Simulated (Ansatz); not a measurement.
**Run report: HfO₂, geometry relaxation (part 2 of 2)**

The same run, continued: HfO₂ (Fm-3m, 3 atoms in the cell); DFT PBE, scalar-relativistic, plane waves, PAW, PAW set soft_1, no spin polarisation (Ansatz 0.2.0); cutoff 420 eV, 8×8×8 k-mesh, Gaussian smearing of 0.02 eV. The structure derives from an entry of the Crystallography Open Database.

```
basis re-selected at this cell: Δ(F+E_penalty+E_count) = -4.311e-9 eV, ΔP = -0.001 GPa vs the last step (what re-selecting the basis moved, of the pressure what is left beyond the Pulay correction that the steps carried, after the strain that the cell walked since its last selection, with what the two solves' SCF thresholds leave and, on support functions, any second-order correction that the steps lacked; it is no measure of the basis error at this ecutwfc). This SCF's stress stands 1.82e-3 GPa from its target on what of the cell is left free (relax.cell.stress_tol is 5.00e-2 GPa) and its largest allowed force component is 1.93e-18 eV/Å (relax.f_tol is 5.00e-3 eV/Å): within both
SCF converged after 5 iterations
Free energy (F): -16862.256690 eV
Harris-Foulkes:  -16862.256690 eV  (|F-HF|=0.00e0)
Internal energy: -16862.256690 eV  (E = F + TS)
E sigma→0 (E₀):  -16862.256690 eV
Fermi energy:    16.384590 eV
--- Per-component energies (eV) ---
  E_band       = -6.333773
  E_kinetic    = 741.470949
  E_local      = -7023.940714  (includes V_loc(G=0)·N_el)
  E_nonlocal   = 168.645308
  E_hartree    = 3346.494128
  E_xc         = -409.483252
  E_vxc        = -437.349908  (∫ρ·V_xc dr)
  E_paw        = -8024.674700  (= ΣΔE_a)
  E_vpaw       = -148.149472  (= ΣTr[D̂ρ^β])
  E_aug_tail   = 0.001820  (compensation charges beyond the density's cutoff)
  E_ewald      = -5660.770228
  E_smearing   = -0.000000  (= −TS)
  E_closure    = 0.000000  (closes the sum)
  Σ components = -16862.256690   (vs F -16862.256690, Δ=0.00e0)
--- Forces (eV/Å), atoms counted from 1 ---
  atom   1  Hf     0.00000000     0.00000000    -0.00000000
  atom   2  O      0.00000000    -0.00000000     0.00000000
  atom   3  O     -0.00000000     0.00000000     0.00000000
  max |Σ_I F_I| component: 2.89e-18 eV/Å
--- Stress (GPa, compression-positive) ---
       -0.001816       0.000000      -0.000000
       -0.000000      -0.001816       0.000000
       -0.000000      -0.000000      -0.001816
  P = ⅓ Tr σ = -0.0018 GPa (-0.018 kbar)
--- Band table (eV; the first three rows and the last of 29) ---
  k-point 0: bands = ["-46.6337", "-15.1316", "-15.1316", "-15.1316", "-4.1618", "-1.3760", "3.4918", "3.4918", "3.4918", "3.5547", "3.5547", "3.5547", "3.7562", "9.2196", "9.2196", "9.2196", "13.9007", "13.9007", "13.9007", "18.3596", "18.3596", "20.1638", "24.7391"]
  k-point 1: bands = ["-46.6318", "-15.1955", "-15.1386", "-15.1386", "-3.9634", "-1.5134", "3.4949", "3.4949", "3.4956", "3.5494", "3.5494", "3.5549", "3.7128", "9.3703", "9.3703", "9.6369", "13.4410", "13.6219", "13.6219", "18.6367", "18.6367", "20.7754", "24.0660"]
  k-point 2: bands = ["-46.6273", "-15.3442", "-15.1555", "-15.1555", "-3.4918", "-1.7984", "3.5009", "3.5009", "3.5075", "3.5390", "3.5390", "3.5552", "3.6352", "9.7403", "9.7403", "10.6003", "12.5301", "13.1084", "13.1084", "19.0523", "19.0523", "21.4335", "23.5550"]
  k-point 28: bands = ["-46.6165", "-15.4106", "-15.4106", "-15.2509", "-2.2854", "-2.2854", "3.5176", "3.5197", "3.5219", "3.5249", "3.5249", "3.5457", "3.5457", "9.2759", "9.4887", "11.9560", "11.9560", "13.0961", "14.3073", "19.2652", "19.5953", "21.4542", "21.4542"]
--- Relaxed structure (4 steps of the walk, 4 accepted, 2 SCFs on fresh bases) ---
  F+E_penalty+E_count = -16862.25669005 eV   max|allowed force component| = 1.927e-18 eV/Å   (the final SCF, on the basis selected at the relaxed cell)
  cell:  # Å, volume = 33.1264 Å³
    - [-2.7866863590038027e-36, 2.549068143908745, 2.549068143908745]
    - [2.549068143908745, 1.6042475862671112e-34, 2.549068143908745]
    - [2.549068143908745, 2.549068143908745, -8.359594741469329e-35]
  atoms:
    - { symbol: Hf, position: [1.1439588773072334e-36, 4.265332385388399e-36, -3.219427126136071e-36] }
    - { symbol: O, position: [0.25, 0.25, 0.25] }
    - { symbol: O, position: [0.7500000000000001, 0.7500000000000001, 0.7500000000000001] }
```

Trajectory as extended XYZ (Å, eV, eV/Å), 6 frames, from step=1 to step=6
```
3
Lattice="0.0000 2.5575 2.5575 2.5575 0.0000 2.5575 2.5575 2.5575 0.0000" Properties=species:S:1:pos:R:3:forces:R:3 step=1 energy=-16862.25399 pressure_GPa=-2.39
Hf    0.0000    0.0000    0.0000    0.0000   0.0000   0.0000
O     1.2788    1.2788    1.2788    0.0000   0.0000   0.0000
O     3.8363    3.8363    3.8363    0.0000   0.0000   0.0000
3
Lattice="0.0000 2.5474 2.5474 2.5474 0.0000 2.5474 2.5474 2.5474 0.0000" Properties=species:S:1:pos:R:3:forces:R:3 step=2 energy=-16862.25769 pressure_GPa=0.55
Hf    0.0000    0.0000    0.0000    0.0000   0.0000   0.0000
O     1.2737    1.2737    1.2737    0.0000   0.0000   0.0000
O     3.8211    3.8211    3.8211    0.0000   0.0000   0.0000
3
Lattice="0.0000 2.5493 2.5493 2.5493 0.0000 2.5493 2.5493 2.5493 0.0000" Properties=species:S:1:pos:R:3:forces:R:3 step=3 energy=-16862.25755 pressure_GPa=-0.01
Hf    0.0000    0.0000    0.0000    0.0000   0.0000   0.0000
O     1.2746    1.2746    1.2746    0.0000   0.0000   0.0000
O     3.8239    3.8239    3.8239    0.0000   0.0000   0.0000
3
Lattice="0.0000 2.5493 2.5493 2.5493 0.0000 2.5493 2.5493 2.5493 0.0000" Properties=species:S:1:pos:R:3:forces:R:3 step=4 energy=-16862.25666 pressure_GPa=-0.07
Hf    0.0000    0.0000    0.0000    0.0000   0.0000   0.0000
O     1.2746    1.2746    1.2746    0.0000   0.0000   0.0000
O     3.8239    3.8239    3.8239    0.0000   0.0000   0.0000
3
Lattice="0.0000 2.5491 2.5491 2.5491 0.0000 2.5491 2.5491 2.5491 0.0000" Properties=species:S:1:pos:R:3:forces:R:3 step=5 energy=-16862.25669 pressure_GPa=-0.00
Hf    0.0000    0.0000    0.0000    0.0000   0.0000   0.0000
O     1.2745    1.2745    1.2745    0.0000   0.0000   0.0000
O     3.8236    3.8236    3.8236    0.0000   0.0000   0.0000
3
Lattice="0.0000 2.5491 2.5491 2.5491 0.0000 2.5491 2.5491 2.5491 0.0000" Properties=species:S:1:pos:R:3:forces:R:3 step=6 energy=-16862.25669 pressure_GPa=-0.00
Hf    0.0000    0.0000    0.0000    0.0000   0.0000   0.0000
O     1.2745    1.2745    1.2745    0.0000   0.0000   0.0000
O     3.8236    3.8236    3.8236    0.0000   0.0000   0.0000
```

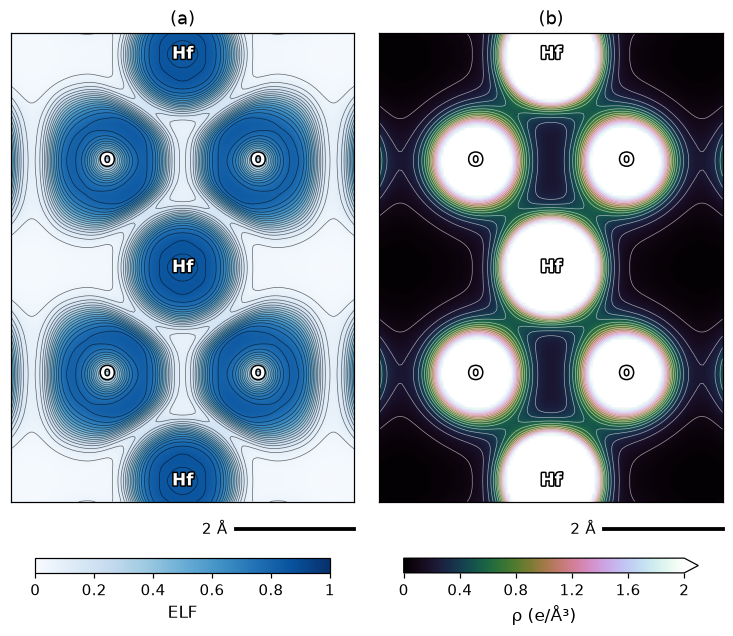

*(a) ELF; (b) valence pseudo-density on the (011) plane of the conventional cell.*

Hf–O (2.21 Å): ρ at the midpoint is about 0.53 e/Å³; the ELF peaks at about 0.85 in the valence shell of O, 0.6 Å from its nucleus, and drops to about 0.15 between the two atoms. Away from the nuclei the density in this plane falls to 0.02 e/Å³ at its lowest. The strong features right at Hf lie inside the PAW spheres (semicore, d or f shells) and say nothing about bonding. In a PAW calculation such maps are meaningful between the atoms, not at the nuclei.

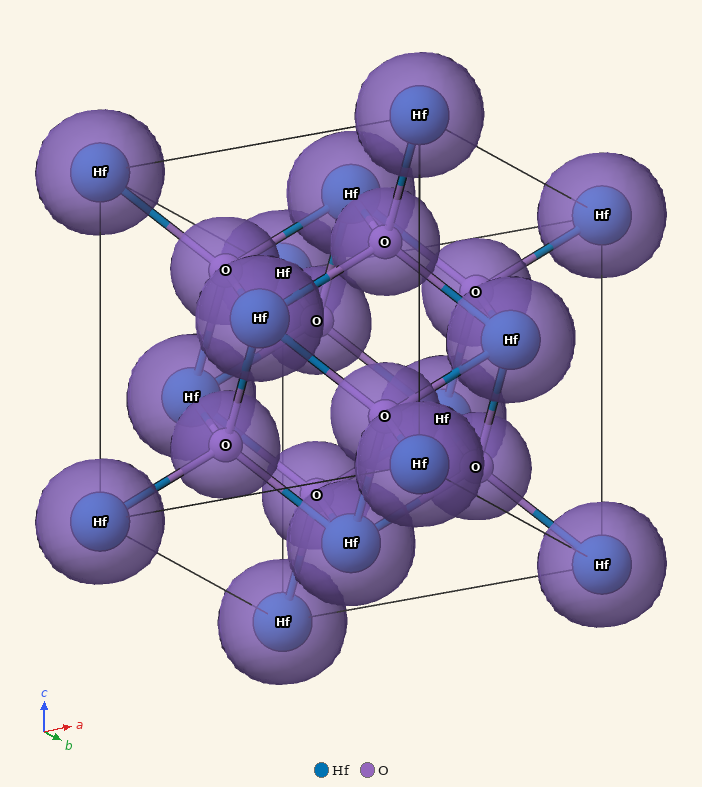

*Isosurface of the valence pseudo-density at 1 e/Å³ (purple), seen at an oblique angle. Sticks mark near contacts. The outline is the cell set on symmetry axes.*

At this value the density breaks into separate islands; it holds about 80 % of the electrons treated as valence (semicore included). It is pinched off along the Hf–O (2.21 Å) contacts. On the grid the lowest density along these lines, outside the cores, is 0.52 e/Å³ (Hf–O, 2.21 Å).

This output came from the following input.

The input
```yaml
crystal:
  lattice:
    - [0.0, 2.5575, 2.5575]
    - [2.5575, 0.0, 2.5575]
    - [2.5575, 2.5575, 0.0]
  atoms:
    - { symbol: Hf, position: [0.0, 0.0, 0.0] }
    - { symbol: O, position: [0.25, 0.25, 0.25] }
    - { symbol: O, position: [0.75, 0.75, 0.75] }
basis:
  ecutwfc: 420
kpoints:
  mp_grid: { grid: [8, 8, 8] }
hamiltonian:
  xc: pbe
  pseudopotentials: { kind: paw, azcp: { folder: soft_1 } }
scf:
  occupations: { method: gaussian, width: 0.02 }
output:
  forces: true
  stress: true
  eigenvalues: true
  write_density: true
  write_potential: true
  elf: true
  volumetric_format: npy
relax:
  adjacent_minimum: "off"
  f_tol: 0.005
  max_steps: 80
  cell: { stress_tol: 0.05 }
```

Launch command:
```bash
ansatz run input.yaml --threads 4 --pin off --max-ram 8192MiB --backend cpu --events-out ev --progress --plain --runs-dir out
```

Results in brief

```csv
quantity,value
outcome,converged
space group (tolerance 0.01 Å),Fm-3m (225)
electrons treated,38
free energy,−16862.2567 eV
Fermi energy,16.385 eV
gap on the k-point mesh,3.75 eV
pressure,0.00 GPa
final volume,33.13 Å³
largest force (length of the vector) at the end,under 0.001 eV/Å
final cell,"a = 3.605 Å, b = 3.605 Å, c = 3.605 Å, α = 60.00°, β = 60.00°, γ = 60.00°"
hardware,"4 threads of Arm Neoverse V1, 24 GiB of memory available, shared host"
wall time,3.2 s (CPU time 11 s)
peak memory,0.33 GiB
```

Remarks

Spin–orbit coupling is left out, which matters for Hf.
